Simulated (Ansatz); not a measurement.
Input

```
crystal:
  lattice:
    - [0.0, 2.8040964775, 2.8658848607]
    - [2.8040964775, 0.0, 2.8658848607]
    - [2.8040964775, 2.8040964775, 0.0]
  atoms:
    - { symbol: Zn, position: [0.0, 0.0, 0.0] }
    - { symbol: Se, position: [0.25, 0.25, 0.25] }
kpoints:
  mp_grid: { grid: [8, 8, 8] }
  band_path:
    path:
      - [0.0, 0.0, 0.0]
      - [-0.5, -0.5, 0.0]
      - [-0.375, -0.375, 0.25]
      - [-0.375, 0.0, 0.375]
      - [0.0, 0.0, 0.5]
      - [-0.5, -0.25, 0.25]
    npoints: 1
hamiltonian:
  xc: r2scan
scf:
  occupations: { method: fermi_dirac, width: 0.02 }
  n_extra_bands: 8
magnetization:
  noncollinear: true
  spin_orbit: true
output:
  forces: true
  stress: true
  eigenvalues: true
  write_density: true
  write_potential: true
  elf: true
  volumetric_format: npy
```

Below, planes, directions and counts refer to the conventional cell (a = 3.97 Å, b = 3.97 Å, c = 5.73 Å, α = 90.00°, β = 90.00°, γ = 90.00°).

Space group I-4m2; started from the zincblende prototype, which need not be the ambient phase; changed on purpose from its base cell (epitaxial xy strain -1.0%).

Computed with Ansatz 0.2.0, DFT, r2SCAN with spin-orbit coupling, plane waves, PAW.

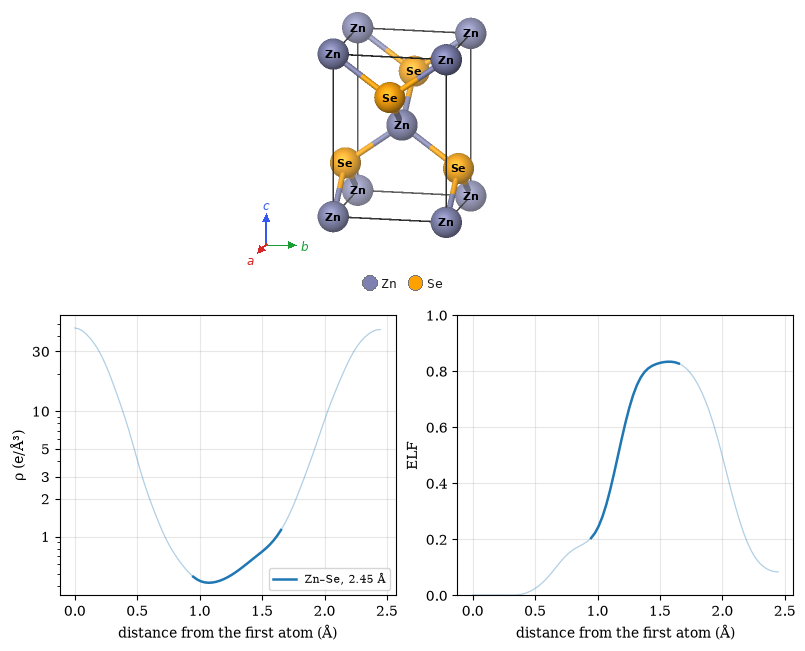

ZnSe. Valence electron density and electron localisation function along straight lines between neighbouring atoms. Thin, pale parts lie inside the atomic spheres. The structure is drawn too.

The density is the valence pseudo-density of a PAW calculation; it isn't the true density close to the nuclei.

### What can be read from the curves?

Zn–Se (2.45 Å): ρ is about 0.47 e/Å³ halfway; the ELF is about 0.60 at the midpoint.
